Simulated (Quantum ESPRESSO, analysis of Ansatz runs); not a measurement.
# A hop of O in HfO2 (P2_1/c), charge −2 (Quantum ESPRESSO), part 3 of 3

How high is the barrier when O changes place in HfO2 (P2_1/c)? The case: O_i by the interstitialcy path, charge −2, in a cell of 48 host atoms with 1 O put in.

Quantum ESPRESSO 7.5; Quantum ESPRESSO plane-wave DFT, PBEsol, GBRV 1.5 PBEsol potentials; nudged elastic band between two relaxed defect structures at fixed charge in a uniform background.

So far: Starting point; Relaxation of the start point, charge −2; Relaxation of the end point, charge −2.

### Step 4. Nudged elastic band, charge −2

3 movable images are laid between the ends by interpolation. Each image feels the true force across the path and a spring force along it. The highest image is set to climb to the top of the path.

This step: Quantum ESPRESSO plane-wave DFT, PBEsol, GBRV 1.5 PBEsol potentials; nudged elastic band between two relaxed defect structures at fixed charge in a uniform background.

File neb.in:

```
BEGIN
BEGIN_PATH_INPUT
&PATH
  restart_mode = 'from_scratch'
  string_method = 'neb'
  nstep_path = 45
  ds = 1.5
  opt_scheme = 'broyden'
  num_of_images = 5
  k_max = 0.3
  k_min = 0.2
  CI_scheme = 'auto'
  path_thr = 0.06
/
END_PATH_INPUT
BEGIN_ENGINE_INPUT
&CONTROL
  prefix = 'pwscf'
  outdir = './tmp'
  pseudo_dir = './pseudo'
  disk_io = 'low'
/
&SYSTEM
  ibrav = 0
  nat = 49
  ntyp = 2
  ecutwfc = 36
  ecutrho = 288
  nbnd = 200
  occupations = 'fixed'
  tot_charge = -2
  nosym = .true.
/
&ELECTRONS
  conv_thr = 5d-08
  electron_maxstep = 100
  mixing_beta = 0.5
/
ATOMIC_SPECIES
Hf   178.4900 hf_pbesol_v1.uspp.F.UPF
O     15.9990 o_pbesol_v1.2.uspp.F.UPF
CELL_PARAMETERS angstrom
  -5.9416700219    5.1632183080    5.1583953540
   4.2040263251   -5.1632183080    5.1655566081
   5.9416700219    5.1632183080   -5.1583953540
BEGIN_POSITIONS
FIRST_IMAGE
ATOMIC_POSITIONS crystal
Hf     0.0794549891    0.4941579343    0.8622802800
Hf     0.0784840157    0.9929760755    0.3660722611
Hf     0.5870932311    0.5024351799    0.3698435277
Hf     0.6046008224    0.9712380801    0.8483399974
Hf     0.3604931266    0.2424049982    0.8343245561
Hf     0.3746654079    0.7625662943    0.3369326679
Hf     0.8735462813    0.2575997937    0.3348866519
Hf     0.8716382648    0.7765620581    0.8427799587
Hf     0.4174348807    0.0110213004    0.1278042246
Hf     0.4176547476    0.5031411321    0.6389564883
Hf     0.9021784793    0.0024485792    0.6391858342
Hf     0.9155008010    0.5057112345    0.1258675684
Hf     0.1373692069    0.2516345783    0.1651098150
Hf     0.1287571164    0.7461943785    0.6599742245
Hf     0.6207484391    0.2469635713    0.6577182965
Hf     0.6202228488    0.7386266154    0.1419150332
O      0.3581091870    0.2126711527    0.5932649369
O      0.3591058213    0.7175874860    0.0899462722
O      0.8704464226    0.2134879363    0.0933993169
O      0.8660961273    0.7093618485    0.5900423735
O      0.3771996425    0.0302310501    0.8938439956
O      0.3805994917    0.5420027686    0.3967017713
O      0.8770997355    0.0346248978    0.3903519881
O      0.8779534424    0.5382922224    0.8928832862
O      0.1403073235    0.2879990929    0.4073271938
O      0.1373153202    0.7837807067    0.9016123838
O      0.6405556194    0.2857187619    0.9040950209
O      0.6312202109    0.7811746070    0.3841292182
O      0.1197359747    0.4658852488    0.0979826157
O      0.1128465496    0.9585766433    0.5951670095
O      0.6165717488    0.4738265414    0.6043371080
O      0.6181569540    0.9738056879    0.1038540117
O      0.3538391020    0.2194525311    0.2193482866
O      0.3466949124    0.7106660617    0.6908113716
O      0.8311118761    0.2110346127    0.6909505135
O      0.8337406885    0.7035692262    0.1890006722
O      0.4933592268    0.0470189728    0.3792590476
O      0.4435461405    0.5156971579    0.8658999396
O      1.0513914987    0.0623242883    0.9034106797
O      0.9940153111    0.5439510480    0.3764666019
O      0.1466028262    0.2825731495    0.7942814142
O      0.1567148679    0.7922306863    0.2915142921
O      0.6673270511    0.3015566899    0.3054981260
O      0.6703267664    0.7646306693    0.8856080786
O      0.0168038349    0.4593342880    0.6164160039
O      0.0232214900    0.9686310160    0.1254676809
O      0.5064614220    0.4513611003    0.1144719199
O      0.4830390147    0.9630768864    0.6071411669
O      0.7274928623    0.8908763261    0.7176559794
INTERMEDIATE_IMAGE
ATOMIC_POSITIONS crystal
Hf     0.0792845840    0.4941387246    0.8625977946
Hf     0.0757576630    0.9885060152    0.3602029452
[... 47 atom lines left out ...]
INTERMEDIATE_IMAGE
ATOMIC_POSITIONS crystal
Hf     0.0791141789    0.4941195149    0.8629153092
Hf     0.0730313104    0.9840359549    0.3543336294
[... 47 atom lines left out ...]
INTERMEDIATE_IMAGE
ATOMIC_POSITIONS crystal
Hf     0.0789437739    0.4941003052    0.8632328238
Hf     0.0703049577    0.9795658947    0.3484643135
[... 47 atom lines left out ...]
LAST_IMAGE
ATOMIC_POSITIONS crystal
Hf     0.0787733688    0.4940810955    0.8635503383
Hf     0.0675786051    0.9750958344    0.3425949976
[... 1 atom line left out ...]
Hf     0.5759070594    0.9895170766    0.8599628227
[... 3 atom lines left out ...]
Hf     0.8782684465    0.7804484386    0.8807335881
[... 1 atom line left out ...]
Hf     0.4120470877    0.5049128372    0.6214255745
Hf     0.9152900320    0.0055558129    0.6302773120
[... 8 atom lines left out ...]
O      0.8652268688    0.7217335430    0.5955848110
[... 1 atom line left out ...]
O      0.3822214470    0.5390575743    0.3931463165
[... 8 atom lines left out ...]
O      0.6195935526    0.4661890540    0.6028498896
[... 2 atom lines left out ...]
O      0.3339816022    0.7051187413    0.6945734418
[... 4 atom lines left out ...]
O      0.9815922436    0.0412774742    0.8838518505
[... 4 atom lines left out ...]
O      0.8279185857    0.8601390197    1.0839690676
[... 3 atom lines left out ...]
O      0.4998835539    0.9595506368    0.6119860926
O      0.6454957467    0.7890823690    0.7675541562
END_POSITIONS
K_POINTS gamma
END_ENGINE_INPUT
END
```

Started as:

```console
$ OMP_NUM_THREADS=1 mpirun -n 4 neb.x -ni 2 -inp neb.in > neb.out
```

The program printed:

```text
[shortened: banners, details of potentials and solvers, and blank lines are left out]
[banner, memory and clock lines left out]
     path-images division:  nimage    =       2
     initial path length           =  4.7127 bohr
     initial inter-image distance  =  1.1782 bohr
     string_method                 =    neb
     restart_mode                  =    from_scratch
     opt_scheme                    =    broyden
     num_of_images                 =    5
     nstep_path                    =    45
     CI_scheme                     =    auto
     first_last_opt                =    F
     use_freezing                  =    F
     ds                            =    1.5000 a.u.
     k_max                         =    0.3000 a.u.
     k_min                         =    0.2000 a.u.
     path_thr                      =    0.0600 eV / A
     ------------------------------ iteration   1 ------------------------------
     activation energy (->) =   1.486789 eV
     activation energy (<-) =   1.486630 eV
     image        energy (eV)        error (eV/A)        frozen
         1     -49062.3926798            0.028860            T
         2     -49061.6365424            1.338904            F
         3     -49060.9058911            2.180142            F
         4     -49061.5229912            2.036777            F
         5     -49062.3925212            0.026197            T
     climbing image =  3
     path length          =  4.713 bohr
     inter-image distance =  1.178 bohr
     ------------------------------ iteration   2 ------------------------------
     activation energy (->) =   1.118986 eV
     activation energy (<-) =   1.118828 eV
     image        energy (eV)        error (eV/A)        frozen
         1     -49062.3926798            0.028860            T
         2     -49061.7924176            0.571967            F
         3     -49061.2736933            0.872097            F
         4     -49061.6896877            0.926410            F
         5     -49062.3925212            0.026197            T
     climbing image =  3
     path length          =  4.739 bohr
[...]
------------------------------ iteration   3 ------------------------------
     activation energy (->) =   0.939920 eV
     activation energy (<-) =   0.939761 eV
     image        energy (eV)        error (eV/A)        frozen
         1     -49062.3926798            0.028860            T
         2     -49061.8755512            0.320072            F
         3     -49061.4527601            0.485285            F
         4     -49061.7775560            0.355349            F
         5     -49062.3925212            0.026197            T
     climbing image =  3
     path length          =  4.800 bohr
[...]
------------------------------ iteration   4 ------------------------------
     activation energy (->) =   0.851834 eV
     activation energy (<-) =   0.851676 eV
     image        energy (eV)        error (eV/A)        frozen
         1     -49062.3926798            0.028860            T
         2     -49061.9294635            0.292960            F
         3     -49061.5408454            0.505903            F
         4     -49061.8240736            0.366324            F
         5     -49062.3925212            0.026197            T
     climbing image =  3
     path length          =  4.875 bohr
[...]
------------------------------ iteration   5 ------------------------------
     activation energy (->) =   0.814208 eV
     activation energy (<-) =   0.814049 eV
     image        energy (eV)        error (eV/A)        frozen
         1     -49062.3926798            0.028860            T
         2     -49061.9616623            0.231013            F
         3     -49061.5784723            0.464741            F
         4     -49061.8519643            0.253399            F
         5     -49062.3925212            0.026197            T
     climbing image =  3
     path length          =  4.912 bohr
[...]
------------------------------ iteration   6 ------------------------------
     activation energy (->) =   0.749023 eV
     activation energy (<-) =   0.748864 eV
     image        energy (eV)        error (eV/A)        frozen
         1     -49062.3926798            0.028860            T
         2     -49062.0044953            0.218300            F
         3     -49061.6436570            0.271548            F
         4     -49061.8867200            0.280125            F
         5     -49062.3925212            0.026197            T
     climbing image =  3
     path length          =  5.211 bohr
[...]
------------------------------ iteration   7 ------------------------------
     activation energy (->) =   0.742160 eV
     activation energy (<-) =   0.742001 eV
     image        energy (eV)        error (eV/A)        frozen
         1     -49062.3926798            0.028860            T
         2     -49062.0114213            0.192521            F
         3     -49061.6505200            0.356895            F
         4     -49061.8912810            0.121908            F
         5     -49062.3925212            0.026197            T
     climbing image =  3
     path length          =  5.062 bohr
[...]
climbing image =  3
     path length          =  5.255 bohr
[...]
------------------------------ iteration  11 ------------------------------
     activation energy (->) =   0.661963 eV
     activation energy (<-) =   0.661805 eV
     image        energy (eV)        error (eV/A)        frozen
         1     -49062.3926798            0.028860            T
         2     -49062.0232863            0.142263            F
         3     -49061.7307165            0.194682            F
         4     -49061.9295291            0.066616            F
         5     -49062.3925212            0.026197            T
     climbing image =  3
     path length          =  5.406 bohr
[...]
------------------------------ iteration  12 ------------------------------
     activation energy (->) =   0.659328 eV
     activation energy (<-) =   0.659169 eV
     image        energy (eV)        error (eV/A)        frozen
         1     -49062.3926798            0.028860            T
         2     -49062.0257740            0.149392            F
         3     -49061.7333521            0.096548            F
         4     -49061.9303304            0.068772            F
         5     -49062.3925212            0.026197            T
     climbing image =  3
     path length          =  5.355 bohr
[...]
------------------------------ iteration  13 ------------------------------
     activation energy (->) =   0.657565 eV
     activation energy (<-) =   0.657406 eV
     image        energy (eV)        error (eV/A)        frozen
         1     -49062.3926798            0.028860            T
         2     -49062.0255525            0.144036            F
         3     -49061.7351151            0.093565            F
         4     -49061.9328959            0.065170            F
         5     -49062.3925212            0.026197            T
     climbing image =  3
     path length          =  5.360 bohr
[...]
------------------------------ iteration  14 ------------------------------
     activation energy (->) =   0.649078 eV
     activation energy (<-) =   0.648920 eV
     image        energy (eV)        error (eV/A)        frozen
         1     -49062.3926798            0.028860            T
         2     -49062.0202708            0.116327            F
         3     -49061.7436014            0.081304            F
         4     -49061.9515289            0.053334            F
         5     -49062.3925212            0.026197            T
     climbing image =  3
     path length          =  5.404 bohr
[...]
------------------------------ iteration  15 ------------------------------
     activation energy (->) =   0.647247 eV
     activation energy (<-) =   0.647088 eV
     image        energy (eV)        error (eV/A)        frozen
         1     -49062.3926798            0.028860            T
         2     -49062.0155376            0.087246            F
         3     -49061.7454331            0.083662            F
         4     -49061.9609342            0.056578            F
         5     -49062.3925212            0.026197            T
     climbing image =  3
     path length          =  5.434 bohr
[...]
------------------------------ iteration  16 ------------------------------
     activation energy (->) =   0.645652 eV
     activation energy (<-) =   0.645493 eV
     image        energy (eV)        error (eV/A)        frozen
         1     -49062.3926798            0.028860            T
         2     -49062.0111025            0.062829            F
         3     -49061.7470278            0.079168            F
         4     -49061.9692450            0.050476            F
         5     -49062.3925212            0.026197            T
     climbing image =  3
     path length          =  5.468 bohr
[...]
------------------------------ iteration  17 ------------------------------
     activation energy (->) =   0.643700 eV
     activation energy (<-) =   0.643542 eV
     image        energy (eV)        error (eV/A)        frozen
         1     -49062.3926798            0.028860            T
         2     -49062.0040227            0.035569            F
         3     -49061.7489796            0.075070            F
         4     -49061.9802838            0.052580            F
         5     -49062.3925212            0.026197            T
     climbing image =  3
     path length          =  5.539 bohr
[...]
------------------------------ iteration  18 ------------------------------
     activation energy (->) =   0.642329 eV
     activation energy (<-) =   0.642171 eV
     image        energy (eV)        error (eV/A)        frozen
         1     -49062.3926798            0.028860            T
         2     -49062.0044941            0.035711            F
         3     -49061.7503507            0.070735            F
         4     -49061.9811926            0.049851            F
         5     -49062.3925212            0.026197            T
     climbing image =  3
     path length          =  5.542 bohr
[...]
------------------------------ iteration  19 ------------------------------
     activation energy (->) =   0.658098 eV
     activation energy (<-) =   0.657940 eV
     image        energy (eV)        error (eV/A)        frozen
         1     -49062.3926798            0.028860            T
         2     -49061.9752929            0.133798            F
         3     -49061.7345814            0.143375            F
         4     -49061.9787680            0.129199            F
         5     -49062.3925212            0.026197            T
     climbing image =  3
     path length          =  5.845 bohr
[...]
------------------------------ iteration  20 ------------------------------
     activation energy (->) =   0.632717 eV
     activation energy (<-) =   0.632558 eV
     image        energy (eV)        error (eV/A)        frozen
         1     -49062.3926798            0.028860            T
         2     -49062.0024830            0.023008            F
         3     -49061.7599631            0.040065            F
         4     -49061.9900275            0.036127            F
         5     -49062.3925212            0.026197            T
     climbing image =  3
     path length          =  5.618 bohr
     inter-image distance =  1.405 bohr
     neb: convergence achieved in  20 iterations
```

The job ended after 35 min (4 MPI ranks of Arm Neoverse V1, shared host; peak memory 2.4 GiB).

The path, image by image:

```csv
image,path (Å),energy (eV),"O44: x, y, z (Å)"
0,0.000,0.0000,"4.494, 4.086, 2.839"
1,1.002,0.3902,"4.715, 4.415, 2.780"
2,1.827,0.6327,"4.991, 4.761, 2.990"
3,2.346,0.4027,"5.050, 5.097, 3.044"
4,2.973,0.0002,"5.137, 5.430, 3.122"
```

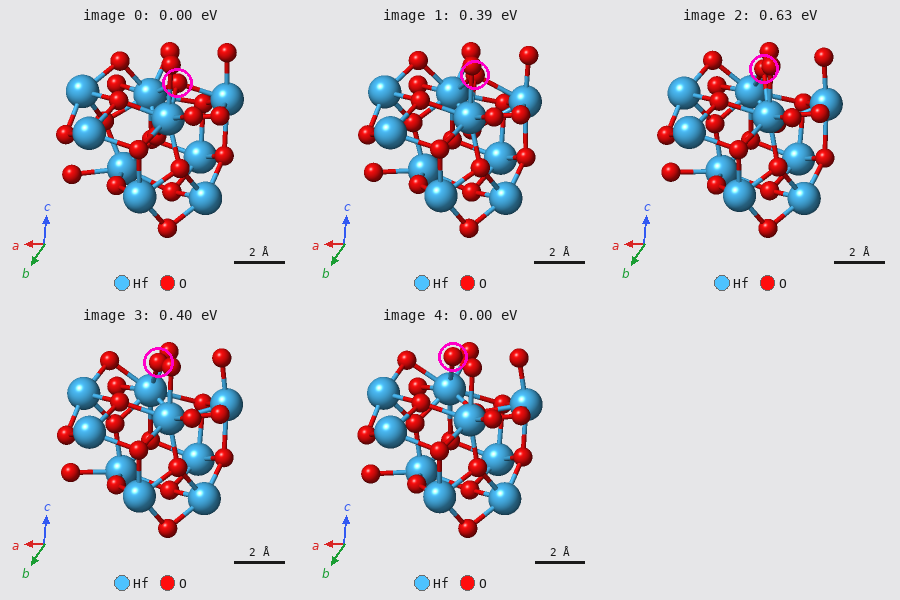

Images along the path; O44 is ringed.

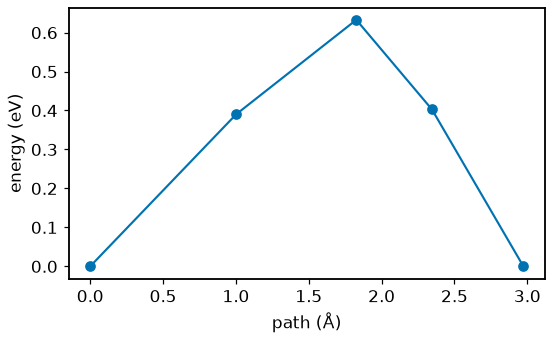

Energy along the path.

Numbers from this step:

- barrier forward: 0.6327 eV
- barrier backward: 0.6326 eV
- end less start: 1.59e-4 eV
- hop length: 1.308 Å

The band met its tolerance of 0.06 eV/Å after 20 iterations, with image 2 on top (the start counts as 0). O44, which moves farthest between the ends, has 3 Hf at 2.07 to 2.13 Å and 2 O at 2.33 to 2.36 Å nearest at the start and 2 Hf at 2.07 to 2.11 Å and 2 O at 2.34 to 2.38 Å at the top.

### Step 5. What came out

```yaml
barrier_forward: 0.63 eV
barrier_backward: 0.63 eV
end_less_start: 0.00 eV
hop_length: 1.31 Å
band_iterations_as_the_log_counts_them: 20
```

**Reading.** The top of the band lies 0.63 eV above the start and 0.63 eV above the end, which are alike in energy and neighbours. With an assumed prefactor of 1e13 per second it gives one hop a second along this one path at about 250 K; whether such hops link up through the crystal wasn't checked. The move is shared: O44 goes 1.52 Å and O49, whose hop length is listed, 1.31 Å. The order of the top as a saddle was not checked for all atoms, so a bent path could be lower. No image-charge correction is applied; it largely cancels along a path if the charge stays localised alike. What this leaves open: sampling at the zone centre alone can move energies of charged and open-shell states by tenths of an eV or more in cells of this size; periodic copies of the defect are only 8.4 Å apart; spin–orbit coupling, which can matter with heavy atoms, is left out. The cutoff of 36 Ry is under the 40 Ry advised for these potentials.

[Logs are printed without paths, hosts, clocks, repeated set-up lines and the standing remarks that a program may print on its own settings, such as how far it seeks lower states.]

[Hosts, paths, dates, database ids (printed as entryN), source tags and the programs' standing remarks are cut or masked in the printed files.]
